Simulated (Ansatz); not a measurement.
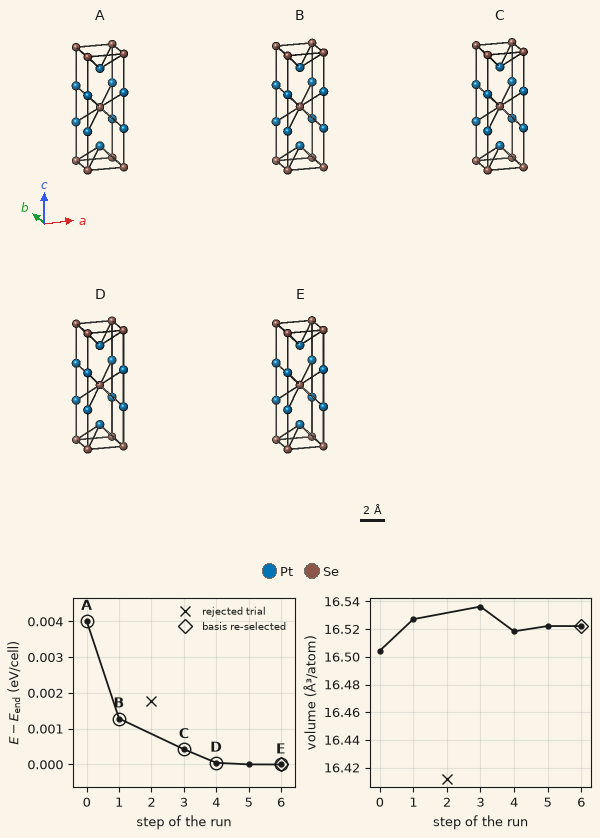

Frames of a relaxation of crystalline Pt$_{2}$Se (built on the MoSi2 (C11b)_139 type), marked on the history of the run. A ball-and-stick model of the conventional cell (2 times the calculation's cell), seen slightly off an axis. Lengths and directions refer to the drawn axes.

Case: MoSi2 (C11b) type (I4/mmm, No. 139).

Theory: DFT PBE, scalar-relativistic, plane waves, PAW (Ansatz 0.2.0). Set-up: plane-wave cutoff 420 eV; k-point mesh 20 × 20 × 20; occupations gaussian; smearing width 0.1 eV; no spin polarisation; cell and atoms relaxed; force threshold 0.01 eV/Å; at most 80 steps.

> Describe the path.

The energy falls by 4.0 meV per cell of the calculation in 4 accepted moves (6 points after the start). The largest force component goes from 0.018 to 0.00039 eV/Å. The pressure goes from 0.12 to 0.00 GPa. The line search rejected the trial step at point 2 of the run. The SCF was repeated once at an unchanged geometry on a basis and grid sized afresh for the cell, which shifted the energy by less than 0.05 meV per cell of the calculation at most. The largest moves relative to the cell, 0.006 Å, are those of Pt atoms. Se stays in place. The volume changes by +0.1 %, with a = b 3.173 → 3.136 Å (−1.2 %), c 9.835 → 10.081 Å (+2.5 %). Near-neighbour distances that change, for instance: Pt–Se 2.736 → 2.741 Å. Among the angles between lasting bonds that change: Se–Pt–Se 110.2° → 108.0°. The space group stays I4/mmm (No. 139). The run took 7 min on 1 thread of Arm Neoverse V1, with other jobs on the host, peak memory 0.93 GiB. From step 0 to 1: volume +0.1 %, energy −2.7 meV per cell of the calculation. From step 1 to 3: energy −0.9 meV per cell of the calculation. From step 3 to 4: volume −0.1 %, energy −0.4 meV per cell of the calculation. From step 4 to 6: energy 0.0 meV per cell of the calculation.

```csv
step,"E − E(0), meV/atom","largest force component, eV/Å","pressure, GPa","volume, Å³/atom",note
0,0.00,0.0177,0.12,16.504,
1,-0.91,0.0168,-0.10,16.527,
2,-0.75,0.0790,1.24,16.412,rejected
3,-1.20,0.0025,-0.17,16.536,
4,-1.32,0.0004,0.03,16.518,
5,-1.34,0.0003,0.00,16.522,
6,-1.34,0.0004,0.00,16.522,"same geometry, new basis"
```
